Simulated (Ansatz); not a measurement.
Read the following structure.

```
CELL_PARAMETERS angstrom
3.09230 0.00000 0.00000
0.00000 3.09230 0.00000
0.00000 0.00000 4.35508
ATOMIC_POSITIONS crystal
Al 0.50000 0.50000 0.50000
Ga 0.00000 0.00000 0.00000
N 0.50000 0.00000 0.73901
N 0.00000 0.50000 0.26099
```

**Summarise the structure in words.**

The solid is AlGaN2. Symmetry: P-4m2 (No. 115), primitive tetragonal lattice. One cell contains 1 Al, 1 Ga, 2 N, 4 atoms in all. Around each Al lie four N in a tetrahedral arrangement at 1.86 Å. Ga bonds to four N in a tetrahedral arrangement at 1.92 Å. Each N atom is coordinated by two Al and two Ga in a tetrahedral arrangement (1.86 Å to Al, 1.92 Å to Ga). The bonds build a three-dimensional framework.

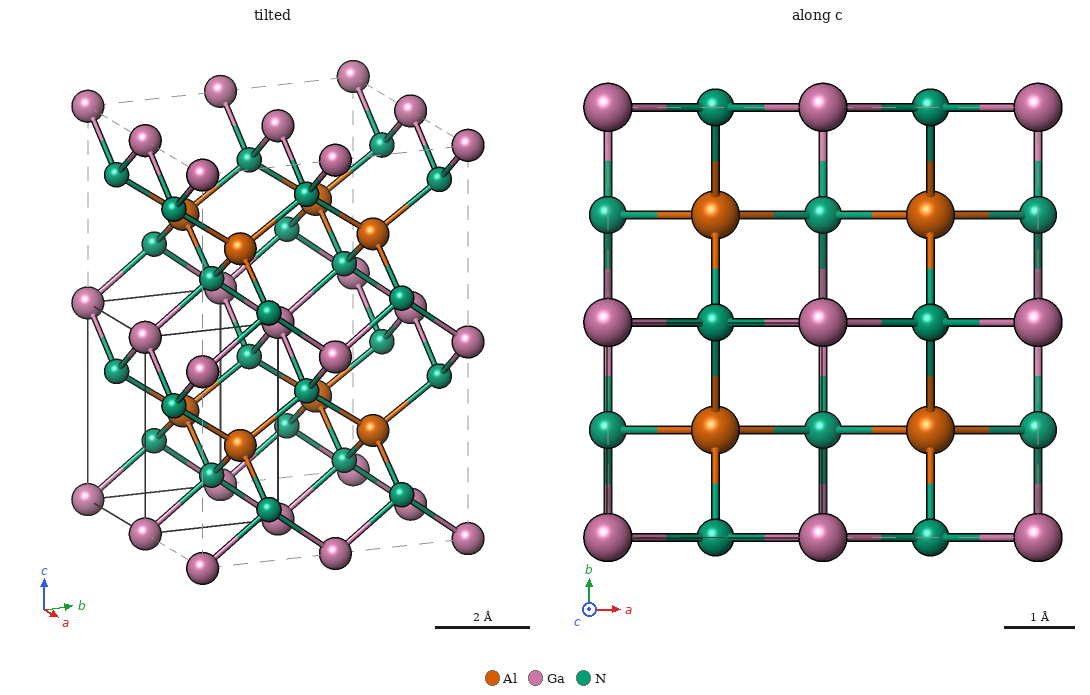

Ball-and-stick representation of a periodic structure, projected slightly off an axis and along the c axis. The picture spans 2×2×2 cells, one conventional unit cell being drawn with solid lines. Colours: aluminium orange, gallium pink, nitrogen teal.

Its origin is a structure listed in the Materials Project. It was relaxed with DFT r2SCAN, scalar-relativistic, plane waves, PAW in Ansatz under a constraint or pressure on the cell, so some stress remains.

At this level of theory the run's own cell isn't at rest (compressed, at 10 GPa), so its distances can differ from those at equilibrium, the more so the softer the solid.
